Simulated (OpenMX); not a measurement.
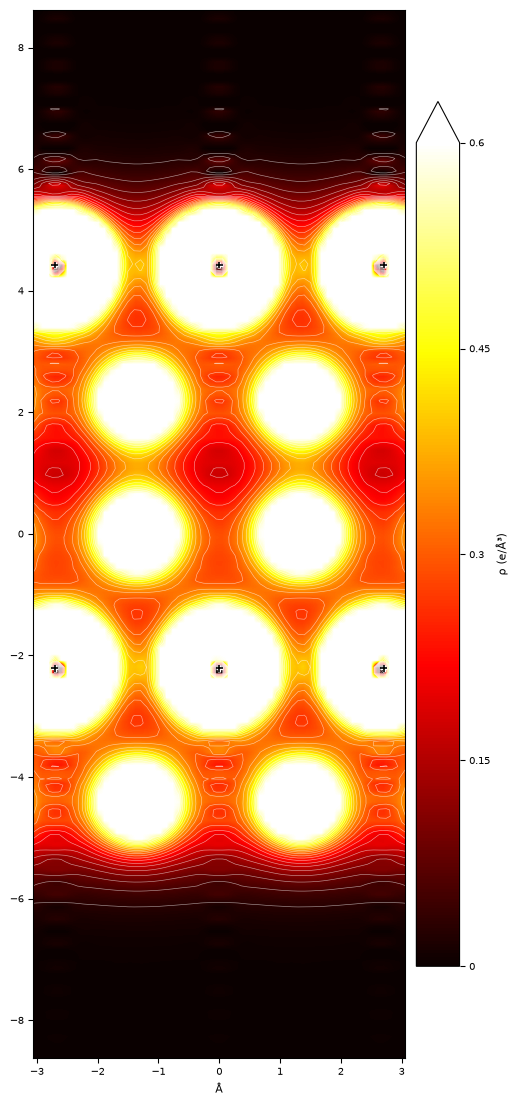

The valence charge density (pseudo) on a plane through atoms (crosses mark nuclei in the plane).

Method: Kohn-Sham DFT of a periodic cell, PBE, OpenMX 2013 PBE set in OpenMX.

Candidates:
A. V, a = 2.30 Å, b = 2.30 Å, c = 23.80 Å, α = 90.00°, β = 90.00°, γ = 90.00°. Spin-polarised.
B. Ru (slab), a = 2.71 Å, b = 2.71 Å, c = 23.85 Å, α = 90.00°, β = 90.00°, γ = 120.00°. Not relaxed (largest force 0.8 eV/Å).
C. W (slab), a = 2.87 Å, b = 2.87 Å, c = 25.15 Å, α = 90.00°, β = 90.00°, γ = 90.00°. Not relaxed (largest force 0.3 eV/Å).

Question: Which system is this?

Answer: Candidate B: Ru on the (010) plane of the calculation cell, a cut from vacuum to vacuum, which holds Ru. Ru–Ru (2.71 Å): ρ at the midpoint is about 0.4 e/Å³.
